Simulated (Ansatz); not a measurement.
## BAs (F-43m): converging the G0W0 gap

How do accuracy and time trade against each other in G0W0 on BAs (F-43m)?

Main program and level: Ansatz 0.2.0; G0W0 on PBE, plane waves, PAW.

### Step 1. Set-up

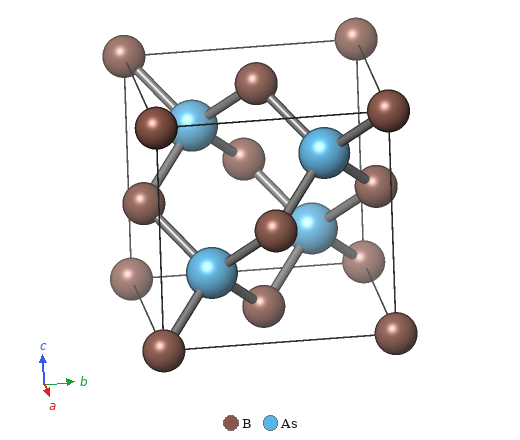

The cell as given, slightly off an axis (boron brown, arsenic blue). This picture shows the conventional cell, with its axes. Bonds to atoms that aren't drawn are left out. Some periodic images of atoms are drawn too.

As a file:

```cif
data_structure
_symmetry_space_group_name_H-M 'P 1'
_symmetry_Int_Tables_number 1
_cell_length_a 3.3778
_cell_length_b 3.3778
_cell_length_c 3.3778
_cell_angle_alpha 60.000
_cell_angle_beta 60.000
_cell_angle_gamma 60.000
_cell_volume 27.25
loop_
_atom_site_label
_atom_site_type_symbol
_atom_site_fract_x
_atom_site_fract_y
_atom_site_fract_z
_atom_site_occupancy
B1 B 0.00000 0.00000 0.00000 1
As2 As 0.25000 0.25000 0.25000 1
```

The cell and positions come from the Crystallography Open Database and are kept as given unless a step says otherwise. The default PAW set here is soft_2. Its files were made with PBE.

### Step 2. 28 empty bands, screening to 60 eV

G0W0 replaces the xc potential by the self-energy, built once from these orbitals. Only a window of levels is corrected, while the sums run over the empty bands that the input names.

Contents of input.yaml:

```yaml
crystal:
  lattice:
    - [0.0, 2.3885, 2.3885]
    - [2.3885, 0.0, 2.3885]
    - [2.3885, 2.3885, 0.0]
  atoms:
    - { symbol: B, position: [0.0, 0.0, 0.0] }
    - { symbol: As, position: [0.25, 0.25, 0.25] }
kpoints:
  mp_grid: { grid: [6, 6, 6] }
hamiltonian:
  xc: pbe
scf:
  occupations: { method: fixed }
gw:
  n_empty_bands: 28
  ecut_chi: 60
  qp_bands: [v2, c2]
  qp_kpoints: band_edges
  screening: { model: contour_deformation }
```

On the command line:

```sh
> ansatz run input.yaml --threads 3 --pin off --max-ram 92160MiB --backend cuda --events-out ev --progress --plain --runs-dir out --devices 1 --max-vram 13GiB  # rebuilt from the run's record
```

Numbers of over 12 decimals in the logs are rounded to 6 here.

The program printed:

```text
GPUs: using 1 of 1 available (devices: 1).
Engine: ansatz 0.2.0, x86_64-unknown-linux-gnu
Pseudopotentials: kind: paw
Pseudopotential: B, paw, valence charge 3, recommended cutoff 420 eV (normal), B.paw.azcp
Pseudopotential: As, paw, valence charge 15, recommended cutoff 420 eV (normal), As.paw.azcp
Functional definition: PBE
  parameter kappa = 0.804
  parameter beta = 0.066725
  exchange = pbe_x(kappa = kappa, mu = beta*pi^2/3)
  correlation = pbe_c(beta = beta)
device memory: the entry about to start is reckoned to put 0.4 GiB on a device that reports 46.4 GiB free (of which the cap on the GPU budget leaves the run 13.0 GiB)
GPU FFT provider: cuFFT
GPU libraries: cuBLAS 13.8.2, cuFFT 12.4.0, cuSOLVER 12.3.4
Crystal: 2 atoms, lattice volume = 27.252 Å³
Basis set: ecut = 420 eV, 531 PW (Γ)
Bands: 13, of which v1, the nominal top of the filled ones, is band 9 counted from 1 (8 counted from 0)
Symmetry: 24 space group operations
Space group: F-43m (ITA 216), of the structure as read, at distance tolerance 3.0e-5 Å
k-points: 16 of 216 (time reversal used)
Non-local potential: B, projectors of the file, l = 0: 2, l = 1: 2, l = 2: 1
Non-local potential: As, projectors of the file, l = 0: 2, l = 1: 2, l = 2: 3, l = 3: 1
PAW form: soft (Blöchl's): semilocal exchange-correlation on the pseudo side does not see the compensation charge
PAW one-centre angular grid: B, 110 points (default); XC on 64 Gauss nodes
PAW one-centre angular grid: As, 590 points (default); XC on 64 Gauss nodes
Initial density: superposition of atomic densities (neutral atoms: chi_scale 0, normalization atom), corrected by the library's trained network
Initial wavefunctions: pseudopotential atomic-orbital guess
GPU buffer pool allocated for 13824 grid points (all kernels)
GPU transforms: local potential and band sums: pruned to the plane-wave sphere, on 24×24×24
Functional: x = pbe(κ = 0.804, μ = 0.219515), c = pbe(β = 0.066725)
SCF iter   1: F=—  HF=-5012.081499 eV  |F-HF|=—  |Δ(HF+E_count)|=         —  Δρ=8.68e-4  dr2=1.36e-4  ethr=1.77e-3  ⟨swp⟩=4.2  Hψ=1063  notcnv=0  defer=20
preconditioner: auto → none  [insulator: Δε(μ)=1.284 eV  Ē_g=12.417 eV  n_scr=8 (ndim 8)  ℏωp=20.1 eV  f_vac=0.001  ε∞_Penn≈3.6]
SCF iter   2: F=—  HF=-5012.081534 eV  |F-HF|=—  |Δ(HF+E_count)|=   3.53e-5  Δρ=4.45e-4  dr2=2.84e-5  ethr=7.56e-7  ⟨swp⟩=2.8  Hψ=502  notcnv=0  defer=27
SCF iter   3: F=—  HF=-5012.081573 eV  |F-HF|=—  |Δ(HF+E_count)|=   3.90e-5  Δρ=1.92e-4  dr2=5.66e-6  ethr=1.58e-7  ⟨swp⟩=2.0  Hψ=350  notcnv=0  defer=11
SCF iter   4: F=—  HF=-5012.081585 eV  |F-HF|=—  |Δ(HF+E_count)|=   1.12e-5  Δρ=2.92e-5  dr2=1.29e-7  ethr=3.15e-8  ⟨swp⟩=2.0  Hψ=272  notcnv=0  defer=24
iter 5 did not close the SCF: its close was put off for the readings that it lacked (scf_convergence_deferred on its scf_iter line)
SCF iter   5: F=-5012.081585 eV  HF=-5012.081585 eV  |F-HF|=8.64e-9  |Δ(HF+E_count)|=   1.08e-7  Δρ=9.52e-6  dr2=2.48e-8  ethr=7.14e-10  ⟨swp⟩=2.0  Hψ=352  notcnv=0  defer=25
SCF iter   6: F=-5012.081585 eV  HF=-5012.081585 eV  |F-HF|=4.13e-10  |Δ(HF+E_count)|=   1.78e-8  Δρ=2.47e-6  dr2=1.29e-9  ethr=1.38e-10  ⟨swp⟩=3.1  Hψ=839  notcnv=0
SCF 1 converged in 6 iterations: F = -5012.081585 eV  dr2 = 1.29e-9
  greatest PAW one-centre occupation: 0.999 electrons in one spin orbital (limit 2), on the As atom at site 1 (counted from 0), in its partial waves of l = 2
device memory: the entry about to start is reckoned to put 0.5 GiB on a device that reports 46.4 GiB free (of which the cap on the GPU budget leaves the run 13.0 GiB)
NSCF: frozen V_eff on 16 k-points, pencils in batches of 32, up to order 52
the band table was solved once the SCF had ended and its energy, with any forces and stress, was formed, with the checks that follow a solve (1149 applications of the Hamiltonian). They found nothing against the state; the energy, forces and stress were not computed again (output.eigenvalues in the input reference)
device memory: the entry about to start is reckoned to put 0.9 GiB on a device that reports 46.4 GiB free (of which the cap on the GPU budget leaves the run 13.0 GiB)
NSCF: frozen V_eff on 16 k-points
G₀W₀ screening: q 1/16
[... further progress lines ...]
device memory: the entry about to start is reckoned to put 0.3 GiB on a device that reports 46.0 GiB free (of which the cap on the GPU budget leaves the run 13.0 GiB)
NSCF: frozen V_eff on 1 k-points
device memory: the entry about to start is reckoned to put 0.3 GiB on a device that reports 46.0 GiB free (of which the cap on the GPU budget leaves the run 13.0 GiB)
NSCF: frozen V_eff on 1 k-points
SCF converged after 6 iterations
Free energy (F): -5012.081585 eV
Harris-Foulkes:  -5012.081585 eV  (|F-HF|=4.13e-10)
Internal energy: -5012.081585 eV  (E = F + TS)
E sigma→0 (E₀):  -5012.081585 eV
Fermi energy:    11.131865 eV
--- Per-component energies (eV) ---
  E_band       = -210.158661
  E_kinetic    = 152.187512
  E_local      = -1694.073152  (includes V_loc(G=0)·N_el)
  E_nonlocal   = -657.821424
  E_hartree    = 940.154862
  E_xc         = -111.434983
  E_vxc        = -117.669040  (∫ρ·V_xc dr)
  E_paw        = -1915.319408  (= ΣΔE_a)
  E_vpaw       = 226.906938  (= ΣTr[D̂ρ^β])
  E_aug_tail   = 0.000007  (compensation charges beyond the density's cutoff)
  E_ewald      = -1725.774997
  E_smearing   = -0.000000  (= −TS)
  E_closure    = 0.000000  (closes the sum)
  Σ components = -5012.081585   (vs F -5012.081585, Δ=0.00e0)
--- Band table (eV; the first three rows and the last of 16) ---
  k-point 0: bands = [... 5 lower, -4.2734, 11.1319, 11.1319, 11.1319, 14.4103, 14.4103, 14.4103, 15.8058]
  k-point 1: bands = [... 5 lower, -3.8203, 8.1749, 10.4508, 10.4508, 14.4318, 15.2984, 15.2984, 17.7796]
  k-point 2: bands = [... 5 lower, -2.5541, 4.3959, 9.6171, 9.6171, 13.9926, 15.9691, 15.9691, 19.8275]
  k-point 15: bands = [... 5 lower, 0.0262, 2.9360, 5.9840, 6.1810, 14.9163, 15.1259, 19.8006, 20.0341]
--- G₀W₀: contour deformation, 6 samples at zero and on the imaginary axis and 1 off it, 216 q-points, 28 empty bands' worth ---
  eigenvalues of the whole cell's RPA ε∞ on this k-mesh (on a slab, of 1 + 4πα/V) = 10.8844, 10.8844, 10.8844; static W/v taken at q = 0 is 0.091874
  bands read: the sum over 37 bands ends inside a degenerate multiplet in 4 slots, whose members it reads at an even weight; the widest, k=0: bands 36 to 38 (counted from 1) at 2/3 each
  gw.qp_kpoints: band_edges: 8 of 16 stored k-points solved, in 2 passes; an edge of the gap read off the rows below is read off those points alone
    valence top: of the k-points left out ik 8 came nearest to being solved in a further pass, in band 9 (counted from 1, as in the quasiparticle table): it holds the edge there only if its correction is more favourable than any solved in that band by at least 0.890 eV; those differ by 0.321 eV
    conduction bottom: of the k-points left out ik 11 came nearest to being solved in a further pass, in band 10 (counted from 1, as in the quasiparticle table): it holds the edge there only if its correction is more favourable than any solved in that band by at least 1.093 eV; those differ by 0.472 eV
    ik  band        ε_KS         Σx   Σc(E_QP)       V_xc       Z   E_QP_lin       E_QP  E_QP is
     0     8     11.1319   -16.4505     1.4436   -15.0505  0.7984    11.1755    11.1755  root
     0     9     11.1319   -16.4505     1.4436   -15.0505  0.7984    11.1755    11.1755  root
     0    10     14.4103    -9.1505    -3.9294   -13.8090  0.7971    15.1443    15.1394  root
     0    11     14.4103    -9.1505    -3.9294   -13.8090  0.7971    15.1443    15.1394  root
     1     8     10.4508   -16.3794     1.6074   -14.7644  0.7956    10.4432    10.4432  root
     1     9     10.4508   -16.3794     1.6074   -14.7644  0.7956    10.4432    10.4432  root
     1    10     14.4318    -9.5952    -4.1236   -14.5206  0.7931    15.2399    15.2337  root
     1    11     15.2984    -9.0525    -4.2065   -14.0341  0.7901    16.0799    16.0734  root
     2     8      9.6171   -16.6288     1.9647   -14.5845  0.7904     9.5375     9.5376  root
     2     9      9.6171   -16.6288     1.9647   -14.5845  0.7904     9.5375     9.5376  root
     2    10     13.9926    -9.9107    -4.0782   -14.7657  0.7946    14.7747    14.7693  root
     2    11     15.9691    -8.2785    -4.5086   -13.5230  0.7864    16.7117    16.7050  root
     3     8      9.3116   -16.7561     2.1076   -14.5437  0.7883     9.2067     9.2068  root
     3     9      9.3116   -16.7561     2.1076   -14.5437  0.7883     9.2067     9.2068  root
     3    10     13.8206   -10.0479    -4.0495   -14.8660  0.7952    14.5944    14.5893  root
     3    11     15.9236    -7.9223    -4.5048   -13.1086  0.7889    16.6106    16.6050  root
     4     8      9.4219   -16.3046     1.9068   -14.2972  0.7898     9.3211     9.3212  root
     4     9      9.4219   -16.3046     1.9068   -14.2972  0.7898     9.3211     9.3212  root
     4    10     13.3812    -8.6201    -3.7740   -12.9954  0.8015    13.9853    13.9826  root
     4    11     16.7726    -8.6378    -5.0568   -14.5335  0.7686    17.6221    17.6115  root
     9     8      7.6777   -16.7027     2.6175   -13.8465  0.7743     7.4383     7.4390  root
     9     9      7.6777   -16.7027     2.6175   -13.8465  0.7743     7.4383     7.4390  root
     9    10     12.4124    -8.3082    -3.6429   -12.3954  0.8062    12.8581    12.8567  root
     9    11     14.2701    -7.1577    -4.2668   -11.8727  0.8021    14.7201    14.7182  root
    10     8      6.1303   -16.5149     3.0880   -13.0850  0.7551     5.7866     5.7885  root
    10     9      7.4734   -16.7869     2.7126   -13.8222  0.7720     7.2206     7.2213  root
    10    10     12.9724    -7.8869    -3.8646   -12.1857  0.8060    13.4080    13.4066  root
    10    11     15.0109    -7.5970    -4.4135   -12.5809  0.7931    15.5849    15.5813  root
    12     8      7.0555   -16.8511     2.8697   -13.7043  0.7675     6.7774     6.7784  root
    12     9      7.0555   -16.8511     2.8697   -13.7043  0.7675     6.7774     6.7784  root
    12    10     12.5682    -7.9415    -3.7627   -12.0336  0.8060    12.8984    12.8976  root
    12    11     12.5786    -7.6522    -3.8428   -11.9417  0.8100    13.0268    13.0254  root
```

Elapsed: 3.6 s, on 1 × NVIDIA H100 80GB HBM3 (shared by 6 runs) with 3 threads of AMD EPYC 7R13 (Zen 3), shared host; peak memory 1 GiB.

In the SCF lines HF is the Harris–Foulkes energy and dr2 the Hartree energy of the density residual, in eV; the loop may stop once dr2 is under the threshold and the program's other checks hold. Hψ counts applications of the Hamiltonian.

Numbers from this step:

```yaml
bands_summed: 37
rpa_eps_infinity_on_this_mesh_eigenvalues: 10.88, 10.88, 10.88
plane_waves_in_the_screening_matrix: 27
q_points_in_the_mesh: 216
g0w0_gap_on_the_mesh: 1.681 eV
k_of_the_valence_top: 0, 0, 0
k_of_the_conduction_bottom: 0, 0.3333, 0.3333
starting_gap_on_the_mesh: 1.281 eV
z_at_the_valence_top: 0.7984
z_at_the_conduction_bottom: 0.8062
least_direct_g0w0_gap_on_the_computed_points: 3.964 eV
```

The gap on the mesh goes from 1.28 eV to 1.68 eV, a correction of +0.40 eV. Between the two edge states, bare exchange in place of the xc potential would open the gap by 5.49 eV, and correlation takes back 5.09 eV.

### Step 3. 81 empty bands, screening to 120 eV

Another rung: the empty bands reach about as high as the screening cutoff, so the two stay in balance.

input.yaml, as its differences from that of step 2:

```diff
@@ -15,4 +15,4 @@
 gw:
-  n_empty_bands: 28
-  ecut_chi: 60
+  n_empty_bands: 81
+  ecut_chi: 120
   qp_bands: [v2, c2]
```

The program printed:

```text
GPUs: using 1 of 1 available (devices: 1).
[...]
GPU FFT provider: cuFFT
GPU libraries: cuBLAS 13.8.2, cuFFT 12.4.0, cuSOLVER 12.3.4
Crystal: 2 atoms, lattice volume = 27.252 Å³
Basis set: ecut = 420 eV, 531 PW (Γ)
Bands: 13, of which v1, the nominal top of the filled ones, is band 9 counted from 1 (8 counted from 0)
Symmetry: 24 space group operations
[...]
k-points: 16 of 216 (time reversal used)
[...]
GPU buffer pool allocated for 13824 grid points (all kernels)
[...]
SCF iter   1: F=—  HF=-5012.081499 eV  |F-HF|=—  |Δ(HF+E_count)|=         —  Δρ=8.68e-4  dr2=1.36e-4  ethr=1.77e-3  ⟨swp⟩=4.2  Hψ=1063  notcnv=0  defer=20
[...]
SCF iter   6: F=-5012.081585 eV  HF=-5012.081585 eV  |F-HF|=4.13e-10  |Δ(HF+E_count)|=   1.78e-8  Δρ=2.47e-6  dr2=1.29e-9  ethr=1.38e-10  ⟨swp⟩=3.1  Hψ=839  notcnv=0
SCF 1 converged in 6 iterations: F = -5012.081585 eV  dr2 = 1.29e-9
[...]
NSCF: frozen V_eff on 16 k-points, pencils in batches of 32, up to order 52
[...]
NSCF: frozen V_eff on 16 k-points
G₀W₀ screening: q 1/16
[... further progress lines ...]
[...]
SCF converged after 6 iterations
Free energy (F): -5012.081585 eV
[...]
Internal energy: -5012.081585 eV  (E = F + TS)
E sigma→0 (E₀):  -5012.081585 eV
Fermi energy:    11.131865 eV
[...]
--- Band table (eV; the first three rows and the last of 16) ---
  k-point 0: bands = [... 5 lower, -4.2734, 11.1319, 11.1319, 11.1319, 14.4103, 14.4103, 14.4103, 15.8058]
  k-point 1: bands = [... 5 lower, -3.8203, 8.1749, 10.4508, 10.4508, 14.4318, 15.2984, 15.2984, 17.7796]
  k-point 2: bands = [... 5 lower, -2.5541, 4.3959, 9.6171, 9.6171, 13.9926, 15.9691, 15.9691, 19.8275]
  k-point 15: bands = [... 5 lower, 0.0262, 2.9360, 5.9840, 6.1810, 14.9163, 15.1259, 19.8006, 20.0341]
[...]
0     8     11.1319   -16.4505     0.9519   -15.0505  0.7943    10.6826    10.6838  root
     0     9     11.1319   -16.4505     0.9519   -15.0505  0.7943    10.6826    10.6838  root
     0    10     14.4103    -9.1505    -4.3146   -13.8090  0.7941    14.7553    14.7542  root
     0    11     14.4103    -9.1505    -4.3146   -13.8090  0.7941    14.7553    14.7542  root
     1     8     10.4508   -16.3794     1.1397   -14.7644  0.7919     9.9741     9.9755  root
     1     9     10.4508   -16.3794     1.1397   -14.7644  0.7919     9.9741     9.9755  root
     1    10     14.4318    -9.5952    -4.5438   -14.5206  0.7898    14.8148    14.8134  root
     1    11     15.2984    -9.0525    -4.6094   -14.0341  0.7868    15.6719    15.6705  root
[...]
12     8      7.0555   -16.8511     2.4910   -13.7043  0.7652     6.3937     6.3997  root
    12     9      7.0555   -16.8511     2.4910   -13.7043  0.7652     6.3937     6.3997  root
    12    10     12.5682    -7.9415    -4.0343   -12.0336  0.8042    12.6261    12.6261  root
    12    11     12.5786    -7.6522    -4.1311   -11.9417  0.8086    12.7372    12.7370  root
```

Run time: 3.9 s. Hardware: 1 × NVIDIA H100 80GB HBM3 (shared by 6 runs) with 3 threads; peak memory 1 GiB.

This step gave:

| Quantity | Value |
| --- | --- |
| bands summed | 90 |
| RPA ε∞ on this mesh (eigenvalues) | 10.60, 10.60, 10.60 |
| plane waves in the screening matrix | 65 |
| q-points in the mesh | 216 |
| G0W0 gap on the mesh | 1.872 eV |
| k of the valence top | 0, 0, 0 |
| k of the conduction bottom | 0, 0.3333, 0.3333 |
| starting gap on the mesh | 1.281 eV |
| Z at the valence top | 0.7943 |
| Z at the conduction bottom | 0.8043 |
| least direct G0W0 gap on the computed points | 4.070 eV |

Against the run with 6×6×6 mesh, 28 empty bands, screening to 60 eV, the gap moves by +0.19 eV.

### Step 4. 175 empty bands, screening to 200 eV

input.yaml, as its differences from that of step 3:

```diff
@@ -15,4 +15,4 @@
 gw:
-  n_empty_bands: 81
-  ecut_chi: 120
+  n_empty_bands: 175
+  ecut_chi: 200.0
   qp_bands: [v2, c2]
```

The program printed:

```text
GPUs: using 1 of 1 available (devices: 1).
[...]
GPU FFT provider: cuFFT
GPU libraries: cuBLAS 13.8.2, cuFFT 12.4.0, cuSOLVER 12.3.4
Crystal: 2 atoms, lattice volume = 27.252 Å³
Basis set: ecut = 420 eV, 531 PW (Γ)
Bands: 13, of which v1, the nominal top of the filled ones, is band 9 counted from 1 (8 counted from 0)
Symmetry: 24 space group operations
[...]
k-points: 16 of 216 (time reversal used)
[...]
1    11     15.2984    -9.0525    -4.7561   -14.0341  0.7864    15.5243    15.5238  root
[...]
12     8      7.0555   -16.8511     2.3479   -13.7043  0.7648     6.2476     6.2567  root
    12     9      7.0555   -16.8511     2.3479   -13.7043  0.7648     6.2476     6.2567  root
    12    10     12.5682    -7.9415    -4.1283   -12.0336  0.8040    12.5321    12.5321  root
    12    11     12.5786    -7.6522    -4.2401   -11.9417  0.8083    12.6280    12.6280  root
[key lines of the parts left out:]
SCF converged after 6 iterations
Free energy (F): -5012.081585 eV
Fermi energy:    11.131865 eV
```

It took 6.3 s on 1 × NVIDIA H100 80GB HBM3 (shared by 6 runs) with 3 threads; peak memory 1.1 GiB; 11 s of CPU time.

This step gave:

- bands summed: 184
- RPA ε∞ on this mesh (eigenvalues): 10.58, 10.58, 10.58
- plane waves in the screening matrix: 169
- G0W0 gap on the mesh: 1.943 eV
- k of the valence top: 0, 0, 0
- k of the conduction bottom: 0, 0.3333, 0.3333
- starting gap on the mesh: 1.281 eV
- least direct G0W0 gap on the computed points: 4.112 eV

Against the run with 6×6×6 mesh, 81 empty bands, screening to 120 eV, the gap moves by +0.07 eV.

### Step 5. Changing the k mesh: 4×4×4 mesh, 81 empty bands, screening to 120 eV

A second mesh at equal bands and cutoff isolates the sampling error. Bands and cutoff differ from the step before, so it is read against an earlier run that matches them.

input.yaml, the sections that differ from step 4:

```yaml
kpoints:
  mp_grid: { grid: [4, 4, 4] }
gw:
  n_empty_bands: 81
  ecut_chi: 120
  qp_bands: [v2, c2]
  qp_kpoints: band_edges
  screening: { model: contour_deformation }
# crystal, hamiltonian, scf: as in step 4
```

The program printed:

```text
GPUs: using 1 of 1 available (devices: 1).
[...]
GPU FFT provider: cuFFT
GPU libraries: cuBLAS 13.8.2, cuFFT 12.4.0, cuSOLVER 12.3.4
Crystal: 2 atoms, lattice volume = 27.252 Å³
Basis set: ecut = 420 eV, 531 PW (Γ)
Bands: 13, of which v1, the nominal top of the filled ones, is band 9 counted from 1 (8 counted from 0)
Symmetry: 24 space group operations
[...]
k-points: 8 of 64 (time reversal used)
[...]
1    11     15.8104    -8.6118    -4.9158   -13.8816  0.7884    16.1647    16.1644  root
[...]
6     8      7.0803   -17.0069     2.6576   -13.7037  0.7651     6.4295     6.4348  root
     6     9      7.0803   -17.0069     2.6576   -13.7037  0.7651     6.4295     6.4348  root
     6    10     12.5872    -7.7640    -4.2210   -12.0140  0.8039    12.6162    12.6162  root
     6    11     12.6001    -7.4698    -4.3194   -11.9164  0.8082    12.7274    12.7272  root
[key lines of the parts left out:]
SCF converged after 6 iterations
Free energy (F): -5011.922122 eV
Fermi energy:    11.165030 eV
```

Elapsed: 2.6 s, on 1 × NVIDIA H100 80GB HBM3 (shared by 6 runs) with 3 threads; peak memory 1 GiB.

Numbers from this step:

* bands summed: 90
* RPA ε∞ on this mesh (eigenvalues): 14.19, 14.19, 14.19
* plane waves in the screening matrix: 65
* G0W0 gap on the mesh: 1.902 eV
* k of the valence top: 0, 0, 0
* k of the conduction bottom: 0, -0.5, -0.5
* starting gap on the mesh: 1.422 eV
* least direct G0W0 gap on the computed points: 4.040 eV

Against the run with 6×6×6 mesh, 81 empty bands, screening to 120 eV, the gap moves by +0.03 eV, while the start moved by +0.14 eV. A band edge is found at another k point on this mesh.

(Continued in part 2 of 2.)

[Paths, hosts, dates, memory and timing lines, banners, echoed tables and standing remarks are left out of the program output.]

[Logs are printed without paths, hosts, clocks, repeated set-up lines and the standing remarks that a program may print on its own settings, such as how far it seeks lower states.]

[Runs of the session that timed out or met a known fault of the program may be left out.]

[Cells called generated may have been cut or substituted from an entry of the Crystallography Open Database or the Materials Project.]

[Hosts, paths, dates, database ids (printed as entryN), source tags and the programs' standing remarks are cut or masked in the printed files.]
